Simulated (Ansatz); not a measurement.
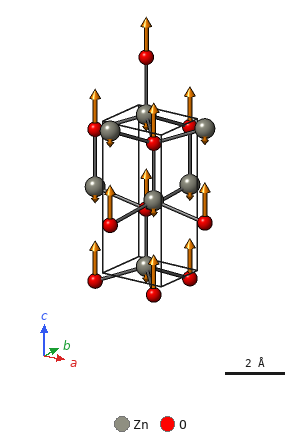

Lattice vibrations of a crystal of ZnO relaxed at 3 GPa, space group P6₃mc (No. 186), at the zone centre. The optical levels lie at 88 (×2), 250, 360, 380 (×2), 412 (×2), 523 cm⁻¹. One mode is drawn. The orange arrows are the displacements of the atoms (eigenvector over the root of the mass), of arbitrary overall length and sign. Style: ball-and-stick. Shown: the cell of the calculation, slightly off an axis.

These are results of DFT PBE, scalar-relativistic, plane waves, PAW (Ansatz), not measurements. Settings: plane-wave cutoff 420 eV; k-point mesh 12 × 12 × 6; occupations fixed; target pressure 3 GPa; no spin polarisation.

Frequencies are those without the non-analytic (LO–TO) term.

Question: Which of these frequencies is the drawn mode's?

Answer: The level at 360 cm⁻¹. This is the A₁ mode, optical level 3 of 6, counted from below, infrared- and Raman-active by symmetry. The O sublattice moves against the Zn sublattice, along c; it stretches the shortest O–Zn bonds (1.99 Å); the kinetic energy is shared as O 80 %, Zn 20 %. Its infrared intensity is 17 (D/Å)²/amu.
